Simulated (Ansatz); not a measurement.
# Band gap of Y4S3N2 (C2/m) from density functionals to GW

What gap does each level of theory give for Y4S3N2 (C2/m), and in what time?

Main program and level: Ansatz 0.2.0; density functionals, hybrids and G0W0, plane waves, PAW.

### Step 1. The structure

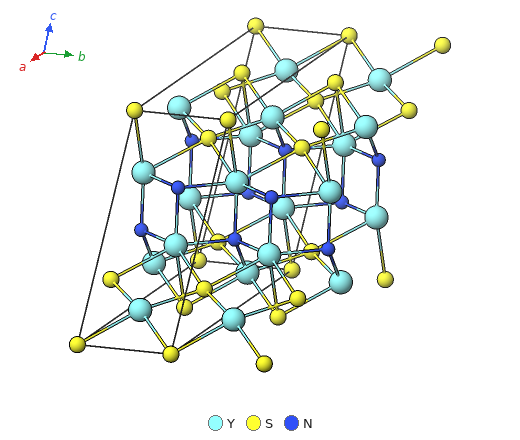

The starting structure, seen slightly off an axis (yttrium teal, sulfur yellow, nitrogen blue). 1×2×1 cells are drawn. This picture shows the conventional cell, with its axes. Some periodic images of atoms are drawn too.

The cell and positions are those that the Materials Project relaxed with its own functionals (PBE, PBE+U or r2SCAN), kept fixed. At the settings of the band run the largest force is still 0.06 eV/Å.

The logs state that the PAW files were generated under PBE.

### Step 2. LDA on the 6×6×4 mesh

This step: DFT, LDA, plane waves, PAW; PAW set soft_1.

Contents of input.yaml:

```yaml
crystal:
  lattice:
    - [6.4622478753, -1.9155154099, 0.0]
    - [6.4622478753, 1.9155154099, 0.0]
    - [-6.1150777327, 0.0, 7.7218549571]
  atoms:
    - { symbol: "Y", position: [0.76032434, 0.76032434, 0.64851811] }
    - { symbol: "Y", position: [0.23967566, 0.23967566, 0.35148189] }
    - { symbol: "Y", position: [0.43654668, 0.43654668, 0.14567864] }
    - { symbol: "Y", position: [0.56345332, 0.56345332, 0.85432136] }
    - { symbol: S, position: [0.0, 0.0, 0.0] }
    - { symbol: S, position: [0.17442465, 0.17442465, 0.78433872] }
    - { symbol: S, position: [0.82557535, 0.82557535, 0.21566128] }
    - { symbol: "N", position: [0.64303648, 0.64303648, 0.36114028] }
    - { symbol: "N", position: [0.35696352, 0.35696352, 0.63885972] }
kpoints:
  mp_grid: { grid: [6, 6, 4] }
  band_path:
    path:
      - [0.0, 0.0, 0.0]
      - [-0.28574107, 0.28574107, 0.0]
      - [-0.71425893, -0.28574107, 0.0]
      - [-0.5, -0.5, 0.0]
      - [-0.5, -0.5, 0.5]
      - [-0.7433739, -0.2566261, 0.5]
      - [-0.2566261, 0.2566261, 0.5]
      - [0.0, 0.0, 0.5]
    npoints: 1
hamiltonian:
  xc: lda
  pseudopotentials: { kind: paw, azcp: { folder: soft_1 }, xc_functional: pbe }
scf:
  occupations: { method: fixed }
  n_extra_bands: 7
output:
  eigenvalues: true
  forces: true
  stress: true
```

The run is started by

```bash
$ ansatz run input.yaml --threads 2 --pin off --max-ram 92160MiB --backend cuda --events-out ev --progress --plain --runs-dir out --devices 1 --max-vram 13GiB
```

Numbers of over 12 decimals in the logs are rounded to 6 here.

What it wrote:

```text
basis.fft_grid_basis auto: the FFT boxes are laid along the combinations [[1, -1, 0], [0, 1, 0], [1, 0, 1]] of the cell's own vectors, 3.831, 6.740 and 7.963 Å long. The dense box has 27×48×54 points. Along the cell's own vectors, as sized, it would have 48×48×72, 2.37 times as many. Of the 4 symmetry operations that the crystal satisfies within crystal.symmetry.tolerance (time reversal apart; of a slab, those that k [...]
scf.n_extra_bands = 7 over 36 filled bands (N_el = 72.0): the run solves 43 bands
GPUs: using 1 of 1 available (devices: 1).
Engine: ansatz 0.2.0, x86_64-unknown-linux-gnu
Pseudopotentials: kind: paw
Pseudopotential: Y, paw, valence charge 11, recommended cutoff 420 eV (normal), soft_1/Y.paw.azcp
Pseudopotential: S, paw, valence charge 6, recommended cutoff 420 eV (normal), soft_1/S.paw.azcp
Pseudopotential: N, paw, valence charge 5, recommended cutoff 420 eV (normal), soft_1/N.paw.azcp
Functional definition: SPW92
  exchange = slater_x
  correlation = pw_c
device memory: the entry about to start is reckoned to put 2.4 GiB on a device that reports 30.5 GiB free (of which the cap on the GPU budget leaves the run 13.0 GiB)
GPU FFT provider: cuFFT
GPU libraries: cuBLAS 13.8.2, cuFFT 12.4.0, cuSOLVER 12.3.4
Crystal: 9 atoms, lattice volume = 191.171 Å³
Basis set: ecut = 420 eV, 3763 PW (Γ), FFT grids on a1−a2, a2, a1+a3
Bands: 43, of which v1, the nominal top of the filled ones, is band 36 counted from 1 (35 counted from 0)
Symmetry: 4 space group operations
Space group: C2/m (ITA 12), of the structure as read, at distance tolerance 5.8e-5 Å
k-points: 47 of 144
Non-local potential: Y, projectors of the file, l = 0: 3, l = 1: 2, l = 2: 2, l = 3: 1
Non-local potential: S, projectors of the file, l = 0: 2, l = 1: 2, l = 2: 1
Non-local potential: N, projectors of the file, l = 0: 2, l = 1: 2, l = 2: 1
PAW form: soft (Blöchl's): semilocal exchange-correlation on the pseudo side does not see the compensation charge
PAW frozen core: Y, regenerated for the run's functional, and the local potential with it (the file was generated under x = pbe(κ = 0.804, μ = 0.219515), c = pbe(β = 0.066725))
PAW frozen core: S, regenerated for the run's functional, and the local potential with it (the file was generated under x = pbe(κ = 0.804, μ = 0.219515), c = pbe(β = 0.066725))
PAW frozen core: N, regenerated for the run's functional, and the local potential with it (the file was generated under x = pbe(κ = 0.804, μ = 0.219515), c = pbe(β = 0.066725))
PAW one-centre angular grid: Y, 590 points (default); XC on 64 Gauss nodes
PAW one-centre angular grid: S, 110 points (default); XC on 64 Gauss nodes
PAW one-centre angular grid: N, 110 points (default); XC on 64 Gauss nodes
Initial density: superposition of atomic densities (chi_scale 0.1, normalization cell, long waves kept (reshape's long-wave potential 0.06 eV rms))
Initial wavefunctions: pseudopotential atomic-orbital guess
GPU buffer pool allocated for 69984 grid points (all kernels)
GPU transforms: local potential and band sums: pruned to the plane-wave sphere, on 25×45×54
Functional: x = slater, c = lda
SCF iter   1: F=—  HF=-18359.587602 eV  |F-HF|=—  |Δ(HF+E_count)|=         —  Δρ=4.96e-2  dr2=9.51e0  ethr=3.10e-3  ⟨swp⟩=5.0  Hψ=7225  notcnv=0  defer=205
preconditioner: auto → Resta (q_TF=auto, 2.319 Å⁻¹)  ε∞=5.4  [insulator: Δε(μ)=1.787 eV  Ē_g=8.143 eV  n_scr=44 (ndim 8)  ℏωp=17.0 eV  f_vac=0.000  ε∞_Penn≈5.4]
SCF iter   2: F=—  HF=-18357.633996 eV  |F-HF|=—  |Δ(HF+E_count)|=    1.95e0  Δρ=2.95e-2  dr2=1.63e0  ethr=3.10e-3  ⟨swp⟩=3.1  Hψ=3695  notcnv=0  defer=200
SCF iter   3: F=—  HF=-18357.258249 eV  |F-HF|=—  |Δ(HF+E_count)|=   3.76e-1  Δρ=1.23e-2  dr2=6.61e-1  ethr=2.26e-3  ⟨swp⟩=2.1  Hψ=2991  notcnv=0  defer=225
SCF iter   4: F=—  HF=-18357.063513 eV  |F-HF|=—  |Δ(HF+E_count)|=   1.95e-1  Δρ=3.22e-3  dr2=2.77e-2  ethr=9.18e-4  ⟨swp⟩=3.9  Hψ=3578  notcnv=0  defer=233
SCF iter   5: F=—  HF=-18357.060927 eV  |F-HF|=—  |Δ(HF+E_count)|=   2.59e-3  Δρ=1.02e-3  dr2=4.36e-3  ethr=3.85e-5  ⟨swp⟩=2.9  Hψ=3018  notcnv=0  defer=235
SCF iter   6: F=—  HF=-18357.060881 eV  |F-HF|=—  |Δ(HF+E_count)|=   4.58e-5  Δρ=2.51e-4  dr2=2.59e-4  ethr=6.06e-6  ⟨swp⟩=2.0  Hψ=2728  notcnv=0  defer=235
SCF iter   7: F=—  HF=-18357.060950 eV  |F-HF|=—  |Δ(HF+E_count)|=   6.85e-5  Δρ=7.56e-5  dr2=1.87e-5  ethr=3.60e-7  ⟨swp⟩=2.0  Hψ=2596  notcnv=0  defer=233
SCF iter   8: F=—  HF=-18357.060943 eV  |F-HF|=—  |Δ(HF+E_count)|=   6.66e-6  Δρ=1.88e-5  dr2=1.07e-6  ethr=2.60e-8  ⟨swp⟩=2.0  Hψ=2944  notcnv=0  defer=229
SCF iter   9: F=-18357.060943 eV  HF=-18357.060943 eV  |F-HF|=4.22e-8  |Δ(HF+E_count)|=   1.74e-7  Δρ=5.76e-6  dr2=9.79e-8  ethr=1.39e-10  ⟨swp⟩=16.1  Hψ=13331  notcnv=0
SCF 1 converged in 9 iterations: F = -18357.060943 eV  dr2 = 9.79e-8
[...]
device memory: the entry about to start is reckoned to put 1.6 GiB on a device that reports 40.5 GiB free (of which the cap on the GPU budget leaves the run 13.0 GiB)
NSCF: frozen V_eff on 8 k-points
SCF converged after 9 iterations
Free energy (F): -18357.060943 eV
Harris-Foulkes:  -18357.060943 eV  (|F-HF|=4.22e-8)
Internal energy: -18357.060943 eV  (E = F + TS)
E sigma→0 (E₀):  -18357.060943 eV
Fermi energy:    7.718264 eV
--- Per-component energies (eV) ---
  E_band       = -456.370128
  E_kinetic    = 1843.297962
  E_local      = -3591.334982  (includes V_loc(G=0)·N_el)
  E_nonlocal   = 297.827917
  E_hartree    = 1228.333595
  E_xc         = -1096.332152
  E_vxc        = -1226.583052  (∫ρ·V_xc dr)
  E_paw        = -12825.205402  (= ΣΔE_a)
  E_vpaw       = -236.246103  (= ΣTr[D̂ρ^β])
  E_aug_tail   = 0.001728  (compensation charges beyond the density's cutoff)
  E_ewald      = -4215.587630
  E_core_change = 1.938022  (= ΣΔE_core)
  E_smearing   = -0.000000  (= −TS)
  E_closure    = 0.000000  (closes the sum)
  Σ components = -18357.060943   (vs F -18357.060943, Δ=0.00e0)
--- Forces (eV/Å), atoms counted from 1 ---
  atom   1  Y      0.21298867     0.00000000    -0.03030608
  atom   2  Y     -0.21298867    -0.00000000     0.03030608
  atom   3  Y      0.08059573    -0.00000000     0.06097843
  atom   4  Y     -0.08059573     0.00000000    -0.06097843
  atom   5  S      0.00000000     0.00000000     0.00000000
  atom   6  S     -0.02155256     0.00000000     0.10330641
  atom   7  S      0.02155256     0.00000000    -0.10330641
  atom   8  N      0.14662093    -0.00000000     0.05342371
  atom   9  N     -0.14662093     0.00000000    -0.05342371
  max |Σ_I F_I| component: 0.00e0 eV/Å
--- Stress (GPa, compression-positive) ---
       -5.011210       0.000000       0.166665
        0.000000      -5.425636       0.000000
        0.166665       0.000000      -4.768635
  P = ⅓ Tr σ = -5.0685 GPa (-50.685 kbar)
--- Band table (eV; the first three rows and the last of 47) ---
  k-point 0: bands = [... 32 lower, 6.4569, 6.9088, 7.0994, 7.5624, 9.4047, 10.3329, 10.7133, 11.0827, ... 3 higher]
  k-point 1: bands = [... 32 lower, 6.4387, 7.0410, 7.0473, 7.2367, 9.4287, 10.2889, 10.9225, 11.0868, ... 3 higher]
  k-point 2: bands = [... 32 lower, 6.5174, 6.9874, 6.9905, 7.1692, 9.4538, 10.2421, 10.8616, 11.2471, ... 3 higher]
  k-point 46: bands = [... 32 lower, 6.6388, 6.6630, 6.8398, 7.7183, 9.0971, 10.0915, 10.9675, 11.0113, ... 3 higher]
```

Wall time 6.7 s (1 × NVIDIA H100 80GB HBM3 (shared by 6 runs) with 2 threads of AMD EPYC 7R13 (Zen 3), shared host); peak memory 0.96 GiB; 8.7 s of CPU time.

This step gave:

```yaml
pressure: -5.068 GPa
gap: 1.340 eV
valence_top_at: M_2
conduction_bottom_at: Y_2
least_direct_gap: 1.379 eV
```

Over mesh and listed points the gap is 1.340 eV, from k = (-0.500, -0.500, 0.500) to k = (-0.500, -0.500, 0.000). The least direct gap found is 1.379 eV, at k = (-0.500, -0.500, 0.500). The pressure in this cell is -5 GPa; the cell is kept.

### Step 3. PBEsol on the 6×6×4 mesh

This step: DFT, PBEsol, plane waves, PAW; PAW set soft_1.

Changes to input.yaml since step 2:

```diff
@@ -29,3 +29,3 @@
 hamiltonian:
-  xc: lda
+  xc: pbesol
   pseudopotentials: { kind: paw, azcp: { folder: soft_1 }, xc_functional: pbe }
```

What it wrote:

```text
[...]
GPUs: using 1 of 1 available (devices: 1).
[...]
GPU FFT provider: cuFFT
GPU libraries: cuBLAS 13.8.2, cuFFT 12.4.0, cuSOLVER 12.3.4
Crystal: 9 atoms, lattice volume = 191.171 Å³
Basis set: ecut = 420 eV, 3763 PW (Γ), FFT grids on a1−a2, a2, a1+a3, exchange–correlation on 54×96×108 points (8 copies of the dense FFT grid, shifted against one another)
Bands: 43, of which v1, the nominal top of the filled ones, is band 36 counted from 1 (35 counted from 0)
Symmetry: 4 space group operations
[...]
k-points: 47 of 144
[...]
GPU buffer pool allocated for 69984 grid points (all kernels)
[...]
SCF iter   1: F=—  HF=-18612.485345 eV  |F-HF|=—  |Δ(HF+E_count)|=         —  Δρ=4.87e-2  dr2=9.16e0  ethr=3.10e-3  ⟨swp⟩=5.0  Hψ=7570  notcnv=0  defer=206
[...]
atom   4  Y     -0.02470528     0.00000000     0.00322472
  atom   5  S      0.00000000     0.00000000     0.00000000
  atom   6  S     -0.01181870     0.00000000     0.05642575
  atom   7  S      0.01181870    -0.00000000    -0.05642575
  atom   8  N      0.11276479    -0.00000000     0.05100272
  atom   9  N     -0.11276479     0.00000000    -0.05100272
  max |Σ_I F_I| component: 0.00e0 eV/Å
--- Stress (GPa, compression-positive) ---
       -2.748852       0.000000       0.095278
        0.000000      -3.018924       0.000000
        0.095278       0.000000      -2.510596
  P = ⅓ Tr σ = -2.7595 GPa (-27.595 kbar)
--- Band table (eV; the first three rows and the last of 47) ---
  k-point 0: bands = [... 32 lower, 6.6401, 7.0654, 7.2646, 7.7408, 9.6120, 10.5425, 10.9484, 11.2983, ... 3 higher]
  k-point 1: bands = [... 32 lower, 6.6202, 7.2050, 7.2086, 7.4155, 9.6370, 10.4979, 11.1539, 11.3182, ... 3 higher]
  k-point 2: bands = [... 32 lower, 6.7066, 7.1456, 7.1678, 7.3303, 9.6631, 10.4503, 11.0904, 11.4542, ... 3 higher]
  k-point 46: bands = [... 32 lower, 6.8066, 6.8341, 7.0220, 7.8947, 9.2983, 10.3193, 11.1767, 11.2164, ... 3 higher]
[key lines of the parts left out:]
SCF converged after 9 iterations
Free energy (F): -18610.249649 eV
Fermi energy:    7.894714 eV
```

Run time: 11 s. Hardware: 1 × NVIDIA H100 80GB HBM3 (shared by 6 runs) with 2 threads; peak memory 0.96 GiB; 17 s of CPU time.

This step gave:

* pressure: -2.759 GPa
* gap: 1.365 eV
* valence top at: M_2
* conduction bottom at: Y_2
* least direct gap: 1.404 eV

Over mesh and listed points the gap is 1.365 eV, from k = (-0.500, -0.500, 0.500) to k = (-0.500, -0.500, 0.000). The least direct gap found is 1.404 eV, at k = (-0.500, -0.500, 0.500). PBEsol against LDA: 1.365 − 1.340 = +0.025 eV, with the same mesh, files and cutoff, and both edges at the same k points.

### Step 4. PBE on the 6×6×4 mesh

Levels along a band path and on the mesh show where this functional puts the band edges.

This step: DFT, PBE, plane waves, PAW; PAW set soft_1.

Changes to input.yaml since step 3:

```diff
@@ -19,16 +19,12 @@
     path:
-      - [0.0, 0.0, 0.0]
-      - [-0.28574107, 0.28574107, 0.0]
-      - [-0.71425893, -0.28574107, 0.0]
-      - [-0.5, -0.5, 0.0]
-      - [-0.5, -0.5, 0.5]
-      - [-0.7433739, -0.2566261, 0.5]
-      - [-0.2566261, 0.2566261, 0.5]
-      - [0.0, 0.0, 0.5]
-    npoints: 1
+      - [[0.0, 0.0, 0.0], [-0.28574107, 0.28574107, 0.0]]
+      - [[-0.71425893, -0.28574107, 0.0], [-0.5, -0.5, 0.0], [0.0, 0.0, 0.0], [-0.5, -0.5, 0.5], [-0.7433739, -0.2566261, 0.5]]
+      - [[-0.2566261, 0.2566261, 0.5], [0.0, 0.0, 0.5], [0.0, 0.0, 0.0]]
+      - [[-0.5, 0.0, 0.5], [0.0, 0.0, 0.0], [-0.5, 0.0, 0.0]]
+    npoints: 10
 hamiltonian:
-  xc: pbesol
-  pseudopotentials: { kind: paw, azcp: { folder: soft_1 }, xc_functional: pbe }
+  xc: pbe
+  pseudopotentials: { kind: paw, azcp: { folder: soft_1 } }
 scf:
-  occupations: { method: fixed }
+  occupations: { method: fermi_dirac, width: 0.02 }
   n_extra_bands: 7
@@ -38 +34,5 @@
   stress: true
+  write_density: true
+  write_potential: true
+  elf: true
+  volumetric_format: npy
```

What it wrote:

```text
[...]
GPUs: using 1 of 1 available (devices: 1).
[...]
GPU FFT provider: cuFFT
GPU libraries: cuBLAS 13.8.2, cuFFT 12.4.0, cuSOLVER 12.3.4
Crystal: 9 atoms, lattice volume = 191.171 Å³
Basis set: ecut = 420 eV, 3763 PW (Γ), FFT grids on a1−a2, a2, a1+a3, exchange–correlation on 54×96×108 points (8 copies of the dense FFT grid, shifted against one another)
[...]
k-point 0: bands = [... 32 lower, 6.7900, 7.1747, 7.3802, 7.8685, 9.8035, 10.7265, 11.1935, 11.4652, ... 3 higher]
  k-point 1: bands = [... 32 lower, 6.7651, 7.3212, 7.3213, 7.5514, 9.8276, 10.6840, 11.3632, 11.5268, ... 3 higher]
  k-point 2: bands = [... 32 lower, 6.8587, 7.2521, 7.3115, 7.4434, 9.8530, 10.6386, 11.2801, 11.6059, ... 3 higher]
  k-point 46: bands = [... 32 lower, 6.9356, 6.9746, 7.1612, 8.0187, 9.4869, 10.5236, 11.3589, 11.4294, ... 3 higher]
[key lines of the parts left out:]
SCF converged after 10 iterations
Free energy (F): -18886.660780 eV
Fermi energy:    8.723395 eV
P = ⅓ Tr σ = 0.4397 GPa (4.397 kbar)
```

The job ended after 19 s (1 × NVIDIA H100 80GB HBM3 (shared by 6 runs) with 2 threads; peak memory 1.1 GiB; 21 s of CPU time).

This step gave:

* pressure: 0.4397 GPa
* gap: 1.428 eV
* valence top at: M_2
* conduction bottom at: Y_2
* least direct gap: 1.468 eV

Over mesh and path the gap is 1.428 eV, from k = (-0.500, -0.500, 0.500) to k = (-0.500, -0.500, 0.000). The least direct gap found is 1.468 eV, at k = (-0.500, -0.500, 0.500). PBE against PBEsol: 1.428 − 1.365 = +0.063 eV, with the same mesh, files and cutoff, and both edges at the same k points.

### Step 5. PBE+SOC on the 6×6×4 mesh

This run has two-component orbitals with spin-orbit coupling.

This step: DFT, PBE with spin-orbit coupling, plane waves, PAW; PAW set soft_1.

Contents of input.yaml:

```yaml
crystal:
  lattice:
    - [6.4622478753, -1.9155154099, 0.0]
    - [6.4622478753, 1.9155154099, 0.0]
    - [-6.1150777327, 0.0, 7.7218549571]
  atoms:
    - { symbol: "Y", position: [0.76032434, 0.76032434, 0.64851811] }
    - { symbol: "Y", position: [0.23967566, 0.23967566, 0.35148189] }
    - { symbol: "Y", position: [0.43654668, 0.43654668, 0.14567864] }
    - { symbol: "Y", position: [0.56345332, 0.56345332, 0.85432136] }
    - { symbol: S, position: [0.0, 0.0, 0.0] }
    - { symbol: S, position: [0.17442465, 0.17442465, 0.78433872] }
    - { symbol: S, position: [0.82557535, 0.82557535, 0.21566128] }
    - { symbol: "N", position: [0.64303648, 0.64303648, 0.36114028] }
    - { symbol: "N", position: [0.35696352, 0.35696352, 0.63885972] }
kpoints:
  mp_grid: { grid: [6, 6, 4] }
  band_path:
    path:
      - [0.0, 0.0, 0.0]
      - [-0.28574107, 0.28574107, 0.0]
      - [-0.71425893, -0.28574107, 0.0]
      - [-0.5, -0.5, 0.0]
      - [-0.5, -0.5, 0.5]
      - [-0.7433739, -0.2566261, 0.5]
      - [-0.2566261, 0.2566261, 0.5]
      - [0.0, 0.0, 0.5]
    npoints: 1
hamiltonian:
  xc: pbe
  pseudopotentials: { kind: paw_fr, azcp: { folder: soft_1 } }
scf:
  occupations: { method: fixed }
  n_extra_bands: 14
magnetization:
  noncollinear: true
  spin_orbit: true
output:
  eigenvalues: true
  forces: true
  stress: true
```

What it wrote:

```text
[...]
GPUs: using 1 of 1 available (devices: 1).
[...]
non-collinear run that drives no moment, with spin-orbit: no starting moment large enough to seed its density (crystal.atoms[].spin), no starting occupations that ask for one, no magnetisation constraint and no magnetic field, so the semilocal B_xc is pinned to zero
[...]
k-point 1: bands = [... 68 lower, 7.3455, 7.3455, 7.5531, 7.5531, 9.8280, 9.8280, 10.6844, 10.6844, ... 10 higher]
  k-point 2: bands = [... 68 lower, 7.3116, 7.3116, 7.4485, 7.4485, 9.8534, 9.8534, 10.6390, 10.6390, ... 10 higher]
  k-point 46: bands = [... 68 lower, 7.1619, 7.1619, 8.0190, 8.0190, 9.4873, 9.4873, 10.5238, 10.5238, ... 10 higher]
[key lines of the parts left out:]
SCF converged after 10 iterations
Magnetization: |M| = 0.0000 μB,  M = (+0.0000, +0.0000, +0.0000) μB
Free energy (F): -18889.577949 eV
Fermi energy:    8.019023 eV
P = ⅓ Tr σ = 0.4341 GPa (4.341 kbar)
```

Wall time 14 s (1 × NVIDIA H100 80GB HBM3 (shared by 6 runs) with 2 threads); peak memory 1.1 GiB; 24 s of CPU time.

Numbers from this step:

- pressure: 0.4341 GPa
- gap: 1.428 eV
- valence top at: M_2
- conduction bottom at: Y_2
- least direct gap: 1.468 eV

Over mesh and listed points the gap is 1.428 eV, from k = (-0.500, -0.500, 0.500) to k = (-0.500, -0.500, 0.000). The least direct gap found is 1.468 eV, at k = (-0.500, -0.500, 0.500). PBE+SOC against PBE: 1.428 − 1.428 = +0.000 eV, with the same mesh, set of files (read in its fully relativistic form for the spin-orbit run) and cutoff, and both edges at the same k points. The spin-orbit run sees mesh and listed points alone, so its gap is an upper bound: the coupling can move an edge off these points, and the change over the zone, its sign included where it is small, is not known.

(Part 1 of 3 ends here.)

[Paths, hosts, dates, memory and timing lines, banners, echoed tables and standing remarks are left out of the program output.]

[Logs are printed without paths, hosts, clocks, repeated set-up lines and the standing remarks that a program may print on its own settings, such as how far it seeks lower states.]

[Runs of the session that timed out or met a known fault of the program may be left out.]

[Cells called generated may have been cut or substituted from an entry of the Crystallography Open Database or the Materials Project.]

[Hosts, paths, dates, database ids (printed as entryN), source tags and the programs' standing remarks are cut or masked in the printed files.]

[Where an RPA ε∞ is given, it is that of the G0W0 mesh and is not shown converged in it. Names of k-points follow the symmetry that the program found, which can be lower than the space group named. Band edges on a path are those of the sampled points; other points can move an edge, and change direct to indirect where valleys lie close.]

[Hybrid gaps are those of their k-mesh and are not shown converged in it.]
